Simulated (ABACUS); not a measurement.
## O: 7 runs along one coordinate

System: O (2 atoms in the cell).
Method: Kohn-Sham DFT of a periodic cell, PBE, PseudoDojo NC SR 0.4.1 PBE standard, no spin polarisation (ABACUS 3.10.1).

The 7 runs differ only in the geometry, by an even scaling of the cell at fixed fractional positions. The structure derives from a Materials Project entry.

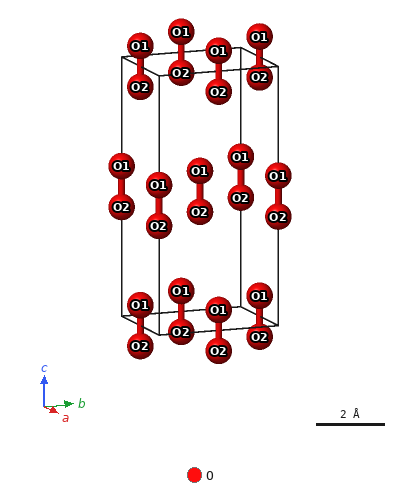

Figure 1. The structure of run 4 (ball-and-stick view of the cell 4 times as large as that of the calculation, set on its symmetry axes, seen slightly off an axis; atoms are numbered from 1 in the order of the input).

## Input file of run 4
```
INPUT_PARAMETERS
suffix              O
calculation         scf
basis_type          pw
pseudo_dir          ./
symmetry            1
dft_functional      pbe
ecutwfc             84
pseudo_rcut         10
nspin               1
nbands              10
ks_solver           dav
smearing_method     fd
smearing_sigma      0.00367493
scf_thr             1e-08
scf_nmax            100
mixing_type         broyden
mixing_beta         0.7
cal_force           1
cal_stress          1
kpar                4
```

## File STRU of run 4
```
ATOMIC_SPECIES
O 15.9990 O.upf

LATTICE_CONSTANT
1.8897261246

LATTICE_VECTORS
0.0000000000 1.8898850000 3.8988370000
1.5017730000 0.0000000000 3.8988370000
1.5017730000 1.8898850000 0.0000000000

ATOMIC_POSITIONS
Direct

O
0.0
2
0.5789020000 0.5789020000 0.4210980000 1 1 1
0.4210980000 0.4210980000 0.5789020000 1 1 1
```

## File KPT of run 4
```
K_POINTS
0
Gamma
12 12 12 0 0 0
```

Command:
```bash
OMP_NUM_THREADS=1 mpirun -np 4 abacus > log
```

Lattice vectors (Å) and fractional positions of run 4:
```
   0.000000    1.889885    3.898837
   1.501773    0.000000    3.898837
   1.501773    1.889885    0.000000
O   0.578902  0.578902  0.421098
O   0.421098  0.421098  0.578902
```

Run 6 differs from it as follows:
```diff
-0.0000000000 1.8898850000 3.8988370000
-1.5017730000 0.0000000000 3.8988370000
-1.5017730000 1.8898850000 0.0000000000
+0.0000000000 1.9147547599 3.9501433705
+1.5215354374 0.0000000000 3.9501433705
+1.5215354374 1.9147547599 0.0000000000
```

## Results, with one run withheld

```csv
run,volume per atom (Å³),"free energy per atom, from the lowest run given (meV)",pressure (GPa)
1,10.402,5.15,4.39
2,10.623,0.83,1.73
3,10.844,0.00,−0.65
4,11.066,2.28,−2.80
5,11.287,7.39,−4.72
6,11.508,?,?
7,11.730,24.91,−8.00
```

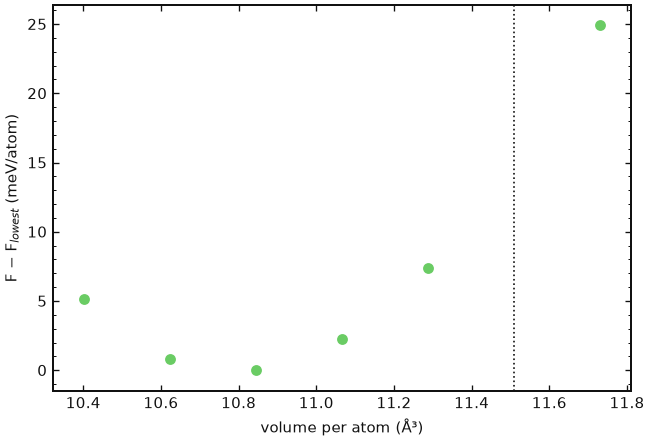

Figure 2. Free energy per atom of the runs given; the dotted line marks run 6.

Estimate the energy of run 6 from the others.

A cubic polynomial in V^(−2/3) (the Birch–Murnaghan form), fitted to the 6 runs given, misses them by at most 0.01 meV per atom. With x = V^(−2/3) − 0.20245 Å⁻², it reads F = 1.0241 − 959.34 x + 2.0371e+05 x² + 1.4007e+05 x³ (meV per atom). At run 6 it gives 14.99 meV per atom, and the run itself gives 15.01. The slope of the fit gives a pressure −dF/dV of −6.36 GPa there, and the run prints −6.45 GPa. The two needn't agree exactly: the fit is approximate, and the printed stress is taken on a finite basis. The fit has its minimum at 10.790 Å³ per atom, where V d²F/dV² gives 113 GPa. Cell shape and fractional positions are held, so this is the stiffness under even scaling; the relaxed bulk modulus wasn't computed and can be far lower in a crystal of layers, chains or molecules like this one.

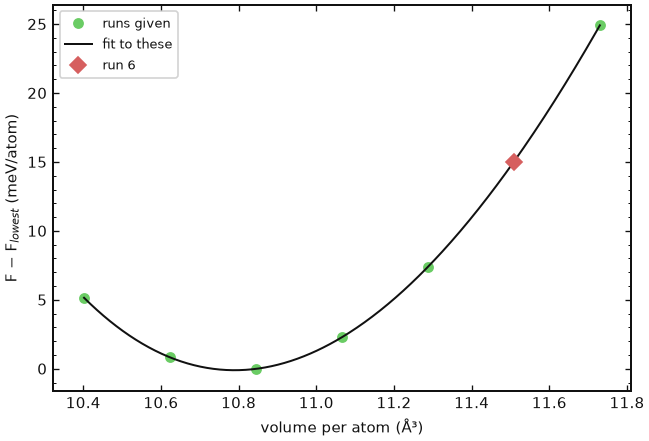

Figure 3. The fit and the withheld run.

## Some lines of the output (run 6)
```
[...]
                          Volume (Bohr^3) = 155.323
                             Volume (A^3) = 23.0164
 E_Fermi        0.1367952953         1.8611954755
 E_Fermi        0.1533159824         2.0859709550
 E_Fermi        0.1561616723         2.1246885525
 E_Fermi        0.1564508119         2.1286224986
 E_Fermi        0.1566157481         2.1308665708
 E_KS(sigma->0) -65.8116202183       -895.4130295803
 E_Fermi        0.1565768304         2.1303370684
 final etot is -895.41755561 eV
 EFERMI = 2.1303370684 eV
 TOTAL-PRESSURE: -64.480824 KBAR
 !FINAL_ETOT_IS -895.4175556144649590 eV
```
